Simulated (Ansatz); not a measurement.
**Sn$_{3}$O$_{4}$: geometry relaxation (part 2 of 2)**

Sn$_{3}$O$_{4}$ (P2/c, 14 atoms in the cell); DFT PBE, scalar-relativistic, plane waves, PAW, no spin polarisation (Ansatz 0.2.0); cutoff 420 eV, 6×6×6 k-mesh, Gaussian smearing of 0.1 eV. The structure derives from a Materials Project entry. It belongs to a series of runs on one base structure; here: the database's cell, atoms relaxed.

Geometry of the input (Å; fractional positions):
```
7.1913  0.0000  0.0000
0.0000  5.8539  0.0000
-0.0125  0.0000  6.1036
Sn 0.7995  0.4993  0.2415
Sn 0.2005  0.4993  0.2585
Sn 0.2005  0.5007  0.7585
Sn 0.7995  0.5007  0.7415
Sn 0.5000  0.0000  0.0000
Sn 0.5000  0.0000  0.5000
O  0.7111  0.2813  0.9913
O  0.2889  0.2813  0.5087
O  0.2889  0.7187  0.0087
O  0.7111  0.7187  0.4913
O  0.2711  0.2674  0.0079
O  0.7289  0.2674  0.4921
O  0.7289  0.7326  0.9921
O  0.2711  0.7326  0.5079
```

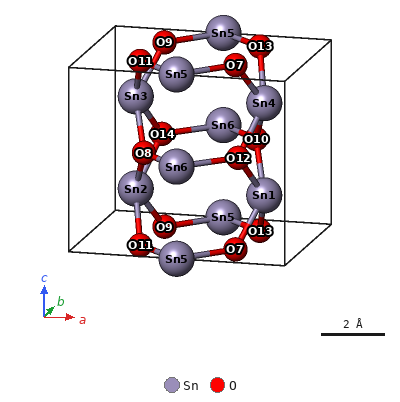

**Figure 1.** The geometry at step 2 of the log (ball-and-stick view of the cell of the calculation, seen slightly off an axis; atoms are numbered from 1 in the order of the input).

The program's output, continued
```
SCF iter   1: F=—  HF=-40681.211765 eV  |F-HF|=—  |Δ(HF+E_count)|=         —  Δρ=1.29e-3  dr2=1.05e-3  ethr=7.24e-6  ⟨swp⟩=2.0  Hψ=11391  notcnv=0  defer=589
preconditioner: auto → Resta (q_TF=auto, 2.442 Å⁻¹)  ε∞=3.2  [insulator: Δε(μ)=0.178 eV  Ē_g=17.922 eV  σ=0.100 eV  W_gap=0.76  n_scr=64 (ndim 8)  ℏωp=26.6 eV  f_vac=0.170  D(μ)=0.23/eV (n_scr^D=0)  ε∞_Penn≈3.2]
SCF iter   2: F=—  HF=-40681.211663 eV  |F-HF|=—  |Δ(HF+E_count)|=   1.02e-4  Δρ=6.08e-4  dr2=2.65e-4  ethr=7.96e-7  ⟨swp⟩=2.2  Hψ=8697  notcnv=0  defer=589
SCF iter   3: F=—  HF=-40681.211689 eV  |F-HF|=—  |Δ(HF+E_count)|=   2.62e-5  Δρ=2.59e-4  dr2=1.28e-4  ethr=2.01e-7  ⟨swp⟩=2.2  Hψ=8508  notcnv=0  defer=589
SCF iter   4: F=—  HF=-40681.211119 eV  |F-HF|=—  |Δ(HF+E_count)|=   5.70e-4  Δρ=6.63e-5  dr2=1.22e-5  ethr=9.71e-8  ⟨swp⟩=2.0  Hψ=7895  notcnv=0  defer=589
SCF iter   5: F=—  HF=-40681.211119 eV  |F-HF|=—  |Δ(HF+E_count)|=   1.72e-9  Δρ=3.29e-5  dr2=2.44e-6  ethr=9.22e-9  ⟨swp⟩=2.0  Hψ=7962  notcnv=0  defer=589
SCF iter   6: F=-40681.211120 eV  HF=-40681.211119 eV  |F-HF|=1.88e-7  |Δ(HF+E_count)|=   2.49e-7  Δρ=9.41e-6  dr2=1.43e-7  ethr=1.95e-10  ⟨swp⟩=15.0  Hψ=51134  notcnv=0
SCF 4 converged in 6 iterations: F = -40681.211120 eV  dr2 = 1.43e-7
relax step   4: F+E_penalty+E_count = -40681.21111950 eV  Δ(F+E_penalty+E_count) = -7.315e-4 eV  max|allowed force component| = 6.950e-3 eV/Å  Δτ_max = 0.0116 Å  (6 SCF iters, dr2 threshold 2.57e-7 eV, accepted)
iter 1 solved again at ethr=1.12e-10 eV; its pass at ethr=3.10e-3 eV (dr2=1.48e-7 eV) is discarded
SCF iter   1: F=—  HF=-40681.211470 eV  |F-HF|=—  |Δ(HF+E_count)|=         —  Δρ=9.54e-6  dr2=1.48e-7  ethr=1.12e-10  ⟨swp⟩=1.0  Hψ=15360  notcnv=0
SCF iter   2: F=—  HF=-40681.211119 eV  |F-HF|=—  |Δ(HF+E_count)|=   3.51e-4  Δρ=5.65e-6  dr2=6.52e-8  ethr=7.58e-11  ⟨swp⟩=7.8  Hψ=40527  notcnv=0
SCF iter   3: F=-40681.211120 eV  HF=-40681.211120 eV  |F-HF|=1.91e-8  |Δ(HF+E_count)|=   8.93e-8  Δρ=4.62e-6  dr2=4.95e-8  ethr=4.94e-11  ⟨swp⟩=8.3  Hψ=41298  notcnv=0
SCF 5 converged in 3 iterations: F = -40681.211120 eV  dr2 = 4.95e-8
relax step   5: F+E_penalty+E_count = -40681.21111950 eV  Δ(F+E_penalty+E_count) = +1.455e-10 eV  max|allowed force component| = 6.944e-3 eV/Å  Δτ_max = 0.0000 Å  (3 SCF iters, accepted)
SCF converged after 3 iterations
Free energy (F): -40681.211120 eV
Harris-Foulkes:  -40681.211120 eV  (|F-HF|=1.91e-8)
Internal energy: -40681.209950 eV  (E = F + TS)
E sigma→0 (E₀):  -40681.210535 eV
Entropy (-TS):   -0.001170 eV (-0.084 meV/atom)
Fermi energy:    7.022215 eV
--- Per-component energies (eV) ---
  E_band       = -851.650671
  E_kinetic    = 2517.654176
  E_local      = -10878.258813  (includes V_loc(G=0)·N_el)
  E_nonlocal   = 199.628979
  E_hartree    = 5545.993990
  E_xc         = -2873.003672
  E_vxc        = -1315.589767  (∫ρ·V_xc dr)
  E_paw        = -26114.465259  (= ΣΔE_a)
  E_vpaw       = -2467.088123  (= ΣTr[D̂ρ^β])
  E_aug_tail   = 0.019176  (compensation charges beyond the density's cutoff)
  E_ewald      = -9078.778528
  E_smearing   = -0.001170  (= −TS)
  E_closure    = 0.000000  (closes the sum)
  Σ components = -40681.211120   (vs F -40681.211120, Δ=0.00e0)
--- Forces (eV/Å), atoms counted from 1 ---
  atom   1  Sn    -0.00459690     0.00017683    -0.00037504
  atom   2  Sn     0.00459690     0.00017683     0.00037504
  atom   3  Sn     0.00459690    -0.00017683     0.00037504
  atom   4  Sn    -0.00459690    -0.00017683    -0.00037504
  atom   5  Sn     0.00000000     0.00000000     0.00000000
  atom   6  Sn     0.00000000     0.00000000     0.00000000
  atom   7  O      0.00694432     0.00519199    -0.00046134
  atom   8  O     -0.00694432     0.00519199     0.00046134
  atom   9  O     -0.00694432    -0.00519199     0.00046134
  atom  10  O      0.00694432    -0.00519199    -0.00046134
  atom  11  O     -0.00535925     0.00577590    -0.00001184
  atom  12  O      0.00535925     0.00577590     0.00001184
  atom  13  O      0.00535925    -0.00577590     0.00001184
  atom  14  O     -0.00535925    -0.00577590    -0.00001184
  max |Σ_I F_I| component: 3.47e-18 eV/Å
--- Stress (GPa, compression-positive) ---
       -0.030972       0.000000       0.053619
        0.000000      -0.175246       0.000000
        0.053619       0.000000      -0.260128
  P = ⅓ Tr σ = -0.1554 GPa (-1.554 kbar)
--- Band table (eV; the first three rows and the last of 80) ---
  k-point 0: bands = ["-14.9809", "-14.9620", "-14.8715", "-14.7296", "-14.6041", "-14.4923", "-14.4652", "-14.4540", "-14.4042", "-14.3635", "-14.3560", "-14.3140", "-14.2908", "-14.2812", "-14.2640", "-14.2604", "-14.2274", "-14.2089", "-14.1234", "-14.0909", "-13.9743", "-13.9690", "-13.9134", "-13.8131", "-13.8110", "-13.7938", "-13.7805", "-13.6934", "-13.6927", "-13.6534", "-11.6629", "-11.3960", "-11.0258", "-10.9317", "-10.7902", "-10.3790", "-9.6546", "-9.3125", "-2.2584", "-1.2282", "-0.2478", "-0.1095", "0.0456", "1.2449", "1.4541", "1.9207", "2.2079", "2.2602", "2.3927", "3.3549", "3.6462", "3.7650", "3.8389", "3.8942", "3.9836", "4.3137", "4.6829", "4.7238", "4.9012", "4.9526", "5.0697", "5.3529", "5.4372", "5.6223", "6.6525", "6.7127", "7.1541", "7.4030", "9.6678", "9.6821", "9.7783", "10.5977", "11.1165", "12.6873", "12.7330", "12.8530", "13.2153", "13.4840", "13.7488", "13.9678"]
  k-point 1: bands = ["-14.9482", "-14.9283", "-14.8419", "-14.6952", "-14.6011", "-14.4846", "-14.4718", "-14.4682", "-14.4487", "-14.3579", "-14.3552", "-14.3301", "-14.3205", "-14.2855", "-14.2629", "-14.2627", "-14.2363", "-14.2139", "-14.1489", "-14.1242", "-13.9602", "-13.9524", "-13.9152", "-13.8053", "-13.8033", "-13.7929", "-13.7814", "-13.7016", "-13.7008", "-13.6746", "-11.6258", "-11.3678", "-11.0757", "-10.9667", "-10.7086", "-10.3046", "-9.7284", "-9.3831", "-2.1806", "-1.1766", "-0.1857", "-0.1538", "0.0645", "1.2850", "1.3885", "2.0587", "2.3130", "2.3490", "2.3531", "3.2973", "3.4906", "3.5719", "3.6786", "3.8916", "4.0279", "4.6161", "4.6327", "4.6392", "4.6835", "4.7846", "5.0892", "5.3333", "5.4498", "5.6092", "5.6694", "7.0840", "7.7294", "8.0204", "9.7686", "9.8277", "9.9313", "10.6311", "11.2296", "12.5348", "12.5857", "12.8388", "13.2366", "13.4795", "13.9629", "14.0063"]
  k-point 2: bands = ["-14.8555", "-14.8333", "-14.7651", "-14.6133", "-14.6050", "-14.5690", "-14.5549", "-14.4726", "-14.4622", "-14.3738", "-14.3625", "-14.3584", "-14.3269", "-14.2851", "-14.2741", "-14.2696", "-14.2405", "-14.2364", "-14.2113", "-14.1960", "-13.9438", "-13.9206", "-13.8932", "-13.7903", "-13.7840", "-13.7837", "-13.7820", "-13.7327", "-13.7239", "-13.7228", "-11.5213", "-11.2893", "-11.2057", "-11.0588", "-10.4924", "-10.1051", "-9.9299", "-9.5754", "-1.9548", "-1.2698", "-0.0681", "0.0305", "0.1069", "1.0375", "1.4885", "2.4054", "2.4527", "2.4527", "2.7425", "2.7461", "3.1917", "3.2212", "3.7586", "3.8085", "4.0310", "4.1499", "4.4960", "4.4985", "4.5193", "4.5802", "5.1400", "5.2804", "5.4830", "5.5743", "5.6992", "6.8392", "8.4226", "9.5082", "9.6052", "10.1476", "10.5742", "10.7514", "11.5826", "12.1341", "12.3712", "12.7402", "12.9446", "13.2947", "13.5691", "13.7531"]
  k-point 79: bands = ["-14.7003", "-14.7003", "-14.6932", "-14.6932", "-14.6832", "-14.6832", "-14.5095", "-14.5095", "-14.4237", "-14.4237", "-14.3641", "-14.3641", "-14.2842", "-14.2842", "-14.2781", "-14.2781", "-14.2780", "-14.2780", "-14.2280", "-14.2280", "-13.9856", "-13.9856", "-13.7912", "-13.7912", "-13.7865", "-13.7865", "-13.7548", "-13.7548", "-13.7524", "-13.7524", "-11.2297", "-11.2297", "-10.9677", "-10.9677", "-10.2938", "-10.2938", "-10.1919", "-10.1919", "-0.6200", "-0.6200", "0.1078", "0.1078", "0.1857", "0.1857", "1.8781", "1.8781", "2.3605", "2.3605", "2.7329", "2.7329", "2.9246", "2.9246", "3.4430", "3.4430", "3.6561", "3.6561", "3.6608", "3.6608", "4.7609", "4.7609", "4.8923", "4.8923", "5.9990", "5.9990", "6.8617", "6.8617", "9.0856", "9.0856", "11.2487", "11.2487", "11.4254", "11.4254", "11.6975", "11.6975", "11.7942", "11.7942", "12.4428", "12.4428", "12.9880", "12.9880"]
--- Relaxed structure (5 steps of the walk, 5 accepted, 0 SCFs on fresh bases) ---
  F+E_penalty+E_count = -40681.21111950 eV   max|allowed force component| = 6.944e-3 eV/Å
  atoms:
    - { symbol: Sn, position: [0.7987285201731869, 0.500001397359916, 0.25016276655996533] }
    - { symbol: Sn, position: [0.20127147982681334, 0.500001397359916, 0.24983723344003464] }
    - { symbol: Sn, position: [0.20127147982681332, 0.49999860264008383, 0.7498372334400346] }
    - { symbol: Sn, position: [0.7987285201731867, 0.49999860264008383, 0.7501627665599653] }
    - { symbol: Sn, position: [0.5, 2.1166843792573725e-20, 6.496318732893474e-19] }
    - { symbol: Sn, position: [0.5, 2.1166843792573725e-20, 0.49999999999999994] }
    - { symbol: O, position: [0.7197245752983742, 0.27425590231925046, 1.0000114639161541] }
    - { symbol: O, position: [0.2802754247016259, 0.27425590231925046, 0.4999885360838458] }
    - { symbol: O, position: [0.2802754247016259, 0.7257440976807493, -1.1463916154068799e-5] }
    - { symbol: O, position: [0.7197245752983741, 0.7257440976807493, 0.5000114639161541] }
    - { symbol: O, position: [0.27992601940488954, 0.27398859628743183, -4.306840259982389e-6] }
    - { symbol: O, position: [0.7200739805951106, 0.27398859628743183, 0.5000043068402599] }
    - { symbol: O, position: [0.7200739805951105, 0.7260114037125681, 1.00000430684026] }
    - { symbol: O, position: [0.2799260194048895, 0.7260114037125681, 0.49999569315974] }
```

Trajectory as extended XYZ (Å, eV, eV/Å), 5 frames, from step=1 to step=5
```
14
Lattice="7.1913 0.0000 0.0000 0.0000 5.8539 0.0000 -0.0125 0.0000 6.1036" Properties=species:S:1:pos:R:3:forces:R:3 step=1 energy=-40681.18307
Sn    5.7464    2.9230    1.4739   -0.1055   0.0162   0.0388
Sn    1.4386    2.9230    1.5779    0.1055   0.0162  -0.0388
Sn    1.4324    2.9309    4.6297    0.1055  -0.0162  -0.0388
Sn    5.7401    2.9309    4.5257   -0.1055  -0.0162   0.0388
Sn    3.5957    0.0000    0.0000    0.0000   0.0000   0.0000
Sn    3.5894    0.0000    3.0518    0.0000   0.0000   0.0000
O     5.1017    1.6466    6.0504    0.0518  -0.0050   0.0549
O     2.0709    1.6466    3.1050   -0.0518  -0.0050  -0.0549
O     2.0771    4.2073    0.0532   -0.0518   0.0050  -0.0549
O     5.1079    4.2073    2.9986    0.0518   0.0050   0.0549
O     1.9495    1.5654    0.0480    0.0235   0.0382  -0.0420
O     5.2355    1.5654    3.0038   -0.0235   0.0382   0.0420
O     5.2293    4.2885    6.0556   -0.0235  -0.0382   0.0420
O     1.9432    4.2885    3.0998    0.0235  -0.0382  -0.0420
14
Lattice="7.1913 0.0000 0.0000 0.0000 5.8539 0.0000 -0.0125 0.0000 6.1036" Properties=species:S:1:pos:R:3:forces:R:3 step=2 energy=-40681.19562
Sn    5.7315    2.9251    1.5512    0.1570   0.0064   0.0129
Sn    1.4535    2.9251    1.5006   -0.1570   0.0064  -0.0129
Sn    1.4472    2.9288    4.5524   -0.1570  -0.0064  -0.0129
Sn    5.7253    2.9288    4.6030    0.1570  -0.0064   0.0129
Sn    3.5957    0.0000    0.0000    0.0000   0.0000   0.0000
Sn    3.5894    0.0000    3.0518    0.0000   0.0000   0.0000
O     5.1068    1.6398    6.1284    0.0135  -0.0244  -0.0424
O     2.0657    1.6398    3.0270   -0.0135  -0.0244   0.0424
O     2.0719    4.2141   -0.0248   -0.0135   0.0244   0.0424
O     5.1131    4.2141    3.0766    0.0135   0.0244  -0.0424
O     1.9640    1.5709   -0.0267    0.0448   0.0162   0.0410
O     5.2210    1.5709    3.0785   -0.0448   0.0162  -0.0410
O     5.2148    4.2830    6.1303   -0.0448  -0.0162  -0.0410
O     1.9578    4.2830    3.0251    0.0448  -0.0162   0.0410
14
Lattice="7.1913 0.0000 0.0000 0.0000 5.8539 0.0000 -0.0125 0.0000 6.1036" Properties=species:S:1:pos:R:3:forces:R:3 step=3 energy=-40681.21039
Sn    5.7408    2.9270    1.5300    0.0031  -0.0015  -0.0062
Sn    1.4442    2.9270    1.5218   -0.0031  -0.0015   0.0062
Sn    1.4380    2.9269    4.5736   -0.0031   0.0015   0.0062
Sn    5.7345    2.9269    4.5817    0.0031   0.0015  -0.0062
Sn    3.5957    0.0000    0.0000    0.0000   0.0000   0.0000
Sn    3.5894    0.0000    3.0518    0.0000   0.0000   0.0000
O     5.1553    1.6136    6.1062    0.0002  -0.0502   0.0002
O     2.0172    1.6136    3.0492   -0.0002  -0.0502  -0.0002
O     2.0235    4.2404   -0.0026   -0.0002   0.0502  -0.0002
O     5.1615    4.2404    3.0544    0.0002   0.0502   0.0002
O     2.0077    1.6018   -0.0028   -0.0004  -0.0303   0.0023
O     5.1773    1.6018    3.0546    0.0004  -0.0303  -0.0023
O     5.1711    4.2522    6.1064    0.0004   0.0303  -0.0023
O     2.0014    4.2522    3.0490   -0.0004   0.0303   0.0023
14
Lattice="7.1913 0.0000 0.0000 0.0000 5.8539 0.0000 -0.0125 0.0000 6.1036" Properties=species:S:1:pos:R:3:forces:R:3 step=4 energy=-40681.21112
Sn    5.7408    2.9270    1.5269   -0.0046   0.0002  -0.0004
Sn    1.4443    2.9270    1.5249    0.0046   0.0002   0.0004
Sn    1.4380    2.9269    4.5767    0.0046  -0.0002   0.0004
Sn    5.7345    2.9269    4.5787   -0.0046  -0.0002  -0.0004
Sn    3.5957    0.0000    0.0000    0.0000   0.0000   0.0000
Sn    3.5894    0.0000    3.0518    0.0000   0.0000   0.0000
O     5.1632    1.6055    6.1037    0.0069   0.0052  -0.0005
O     2.0093    1.6055    3.0517   -0.0069   0.0052   0.0005
O     2.0155    4.2484   -0.0001   -0.0069  -0.0052   0.0005
O     5.1695    4.2484    3.0519    0.0069  -0.0052  -0.0005
O     2.0130    1.6039    0.0000   -0.0054   0.0057   0.0000
O     5.1720    1.6039    3.0518    0.0054   0.0057   0.0000
O     5.1658    4.2500    6.1036    0.0054  -0.0057   0.0000
O     2.0068    4.2500    3.0518   -0.0054  -0.0057   0.0000
14
Lattice="7.1913 0.0000 0.0000 0.0000 5.8539 0.0000 -0.0125 0.0000 6.1036" Properties=species:S:1:pos:R:3:forces:R:3 step=5 energy=-40681.21112
Sn    5.7408    2.9270    1.5269   -0.0046   0.0002  -0.0004
Sn    1.4443    2.9270    1.5249    0.0046   0.0002   0.0004
Sn    1.4380    2.9269    4.5767    0.0046  -0.0002   0.0004
Sn    5.7345    2.9269    4.5787   -0.0046  -0.0002  -0.0004
Sn    3.5957    0.0000    0.0000    0.0000   0.0000   0.0000
Sn    3.5894    0.0000    3.0518    0.0000   0.0000   0.0000
O     5.1632    1.6055    6.1037    0.0069   0.0052  -0.0005
O     2.0093    1.6055    3.0517   -0.0069   0.0052   0.0005
O     2.0155    4.2484   -0.0001   -0.0069  -0.0052   0.0005
O     5.1695    4.2484    3.0519    0.0069  -0.0052  -0.0005
O     2.0130    1.6039    0.0000   -0.0054   0.0058   0.0000
O     5.1720    1.6039    3.0518    0.0054   0.0058   0.0000
O     5.1658    4.2500    6.1036    0.0054  -0.0058   0.0000
O     2.0068    4.2500    3.0518   -0.0054  -0.0058   0.0000
```

Key numbers

- outcome: converged
- space group (tolerance 0.01 Å): P2/c (13) → P2/m (10)
- electrons treated: 132
- free energy: −40681.2111 eV
- Fermi energy: 7.022 eV
- gap on the k-point mesh: none (metallic)
- pressure: −0.16 GPa
- final volume: 256.94 Å³
- largest force (length of the vector) at the end: 0.009 eV/Å
- final cell: a = 7.191 Å, b = 5.854 Å, c = 6.104 Å, α = 90.00°, β = 90.12°, γ = 90.00°
- hardware: 4 threads of Intel Xeon @ 2.50GHz (Skylake/Cascade Lake), 189 GiB of memory available, shared host
- wall time: 4.7 min (CPU time 18 min)
- peak memory: 1.6 GiB

Warnings of the run: the SCF threshold is looser than advised for the printed stress.
